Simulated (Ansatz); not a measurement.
# Calculations on Si

**1. Scan**

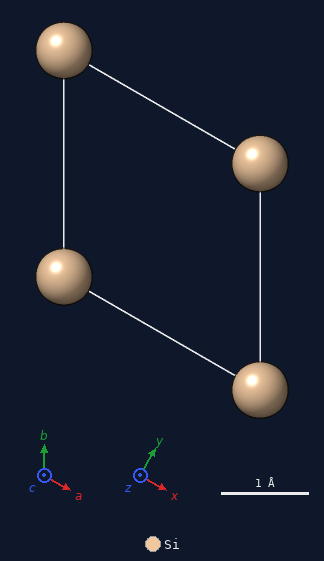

Solid Si (P6/mmm): the cell is strained equally along x and y and separately along z, with the atoms kept at their fractional coordinates. x, y and z are the Cartesian axes of the input. The picture shows the reference cell. Style: ball-and-stick. Shown: the cell of the calculation, along the c axis.

The calculation used DFT r2SCAN, scalar-relativistic, plane waves, PAW in Ansatz. Settings: plane-wave cutoff 500 eV; k-point mesh 24 × 24 × 24; occupations gaussian; smearing width 0.15 eV; no spin polarisation. Energies (free energies at the smearing named) are counted from the relaxed crystal.

```xyz
1
Lattice="2.6290 0.0000 0.0000 -1.3145 2.2768 0.0000 0.0000 0.0000 2.4938" Properties=species:S:1:pos:R:3 pbc="T T T"
Si    0.0000    0.0000    0.0000
```

Question: What energies does the calculation give on a grid with rows −0.050, −0.025, 0.000, 0.025, 0.050 and columns −0.050, −0.025, 0.000, 0.025, 0.050 (strain along x and y; strain along z)?

Answer: Rows: strain along x and y; columns: strain along z; values in meV/atom.

```csv
,−0.050,−0.025,0.000,0.025,0.050
−0.050,140.8,102.6,86.9,89.2,106.5
−0.025,64.1,32.3,22.3,29.5,50.4
0.000,30.8,5.3,0.0,11.8,36.8
0.025,31.1,12.1,11.6,26.6,55.4
0.050,59.2,44.6,49.2,67.4,98.0
```

In pairs of (strain along x and y; strain along z): the lowest computed point lies at (0.000, 0.000) (0.0 meV/atom), the highest at (−0.050, −0.050) (140.8 meV/atom). The valley is tilted: raising the in-plane strain is made harder by raising the strain along z (cross term 0.18 of the geometric mean of the two curvatures). Over the ranges scanned the energy rises more along the first axis, the in-plane strain. The pressure runs from −11.6 GPa at (0.050, 0.050) to 24.3 GPa at (−0.050, −0.050).

**2. Scan**

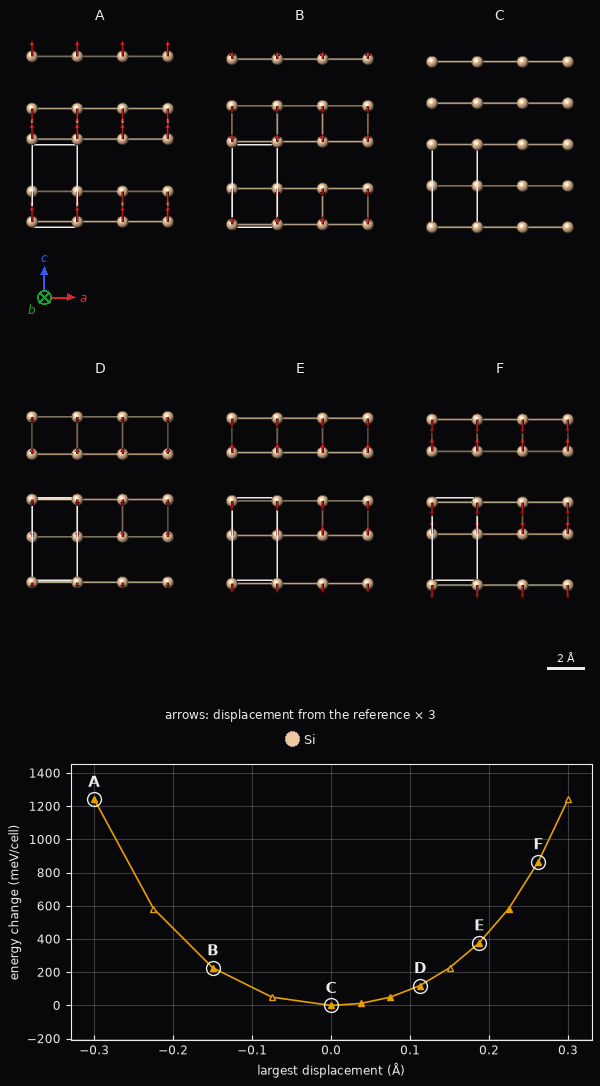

A scan of crystalline Si (P6/mmm): a normal mode of wave vector (0, 1/2, 0) of the primitive cell, folded into a doubled cell, is frozen in with the cell fixed, the amplitude being the largest displacement of an atom. The lettered frames are marked on the plot. Hollow markers are points alike by symmetry, not computed again. A ball-and-stick model of the cell of the calculation, repeated 3 × 3 × 2 with one cell outlined, seen along the b axis. Red arrows: displacements from the reference.

Level of theory: DFT r2SCAN, scalar-relativistic, plane waves, PAW (Ansatz). Settings: plane-wave cutoff 500 eV; k-point mesh 24 × 22 × 14; occupations gaussian; smearing width 0.15 eV; no spin polarisation. Energies (free energies at the smearing named) are counted from the relaxed crystal.

**Read off the main features of the energy profile.**

The harmonic wavenumber of the mode is 285 cm⁻¹, a stable vibration. Of the computed points the lowest is at the amplitude 0.00 Å, 0 meV/cell. At the ends of the scan the energy is 1242 meV/cell (−0.30 Å) and 1242 meV/cell (0.30 Å). The well is symmetric. At the highest point the shortest interatomic distance is 2.13 Å, against 2.49 Å in the reference. The distortion takes the space group from P6/mmm to Pmma.

**3. Energy map**

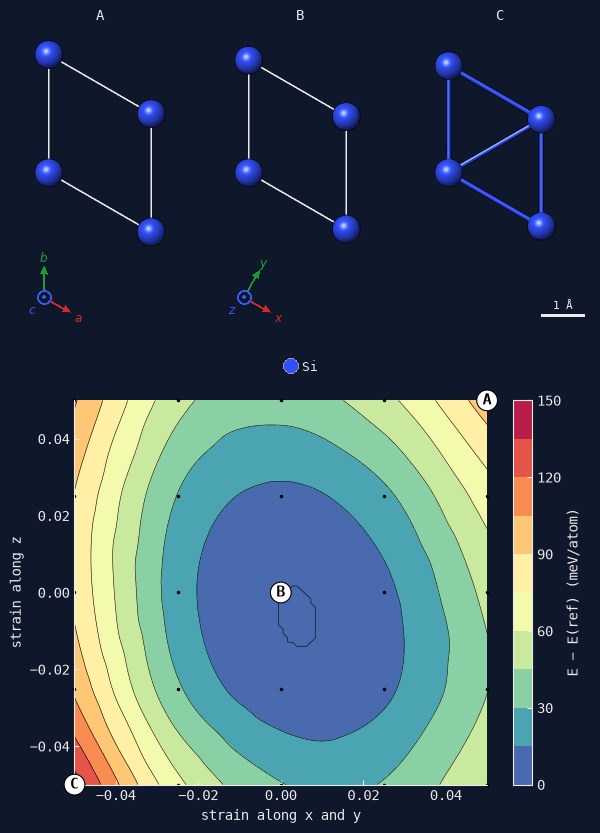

A scan of solid Si (P6/mmm): the cell is strained equally along x and y and separately along z, with the atoms kept at their fractional coordinates. x, y and z are the Cartesian axes of the input. The map is interpolated between the computed points (dots). The lettered frames are marked on it. Style: ball-and-stick. Shown: the cell of the calculation, along the c axis.

Method: DFT r2SCAN, scalar-relativistic, plane waves, PAW (Ansatz). Set-up: plane-wave cutoff 500 eV; k-point mesh 24 × 24 × 24; occupations gaussian; smearing width 0.15 eV; no spin polarisation. Energies (free energies at the smearing named) are counted from the relaxed crystal.

> Where is the lowest point of the map, and what else does it tell?

In pairs of (strain along x and y; strain along z): the lowest computed point lies at (0.000, 0.000) (0.0 meV/atom), the highest at (−0.050, −0.050) (140.8 meV/atom). The valley is tilted: raising the in-plane strain is made harder by raising the strain along z (cross term 0.18 of the geometric mean of the two curvatures). Over the ranges scanned the energy rises more along the first axis, the in-plane strain. The pressure runs from −11.6 GPa at (0.050, 0.050) to 24.3 GPa at (−0.050, −0.050). The frames lie at A (0.050, 0.050): 98.0 meV/atom, B (0.000, 0.000): 0.0 meV/atom, C (−0.050, −0.050): 140.8 meV/atom.

**4. One mode**

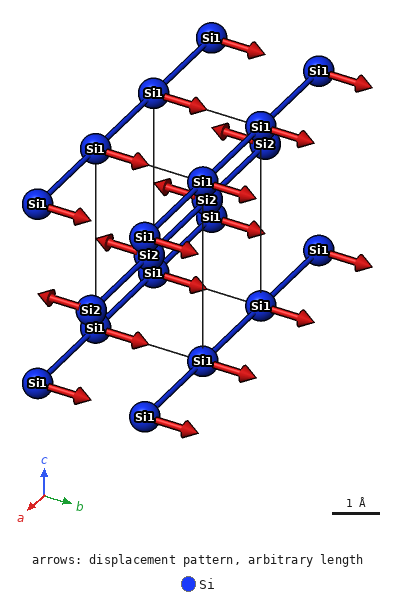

One vibrational mode of crystalline Si at the zone centre of a doubled cell. The red arrows are the displacements of the atoms (eigenvector over the root of the mass), of arbitrary overall length and sign. Style: ball-and-stick. Shown: the cell of the calculation, from a free direction.

Method: Ansatz 0.2.0, DFT r2SCAN, scalar-relativistic, plane waves, PAW.

Input file:
```yaml
crystal:
  lattice:
    - [0.0, 0.0, 2.4937990725]
    - [2.6290009028, 0.0, 0.0]
    - [-1.0e-10, 4.5535631368, 0.0]
  atoms:
    - { symbol: Si, position: [0.0, 0.0, 0.0] }
    - { symbol: Si, position: [0.0, 0.5, 0.5] }
basis:
  ecutwfc: 500
kpoints:
  mp_grid: { grid: [24, 22, 14] }
hamiltonian:
  xc: r2scan
scf:
  occupations: { method: gaussian, width: 0.15 }
output:
  eigenvalues: true
phonons:
  method: fd
  supercell: [1, 1, 1]
  amplitude: 0.02
  eigenvectors: true
  dielectric: false
```

Run as
```bash
ansatz run input.yaml --threads 2 --pin off --max-ram 5120MiB --backend cpu --events-out ev --progress --plain --runs-dir out
```

Describe the mode and give its frequency.

Answer. This is a non-degenerate mode at 3.19 THz, the lowest level (the three translations aside). All motion is along b of the drawn cell; atoms of one kind move against one another, with no net shift of their sublattice. It changes sign from one half of the doubled cell to the other: it belongs to the zone boundary, q = (0, 1/2, 0) in the reciprocal vectors of the undoubled cell.
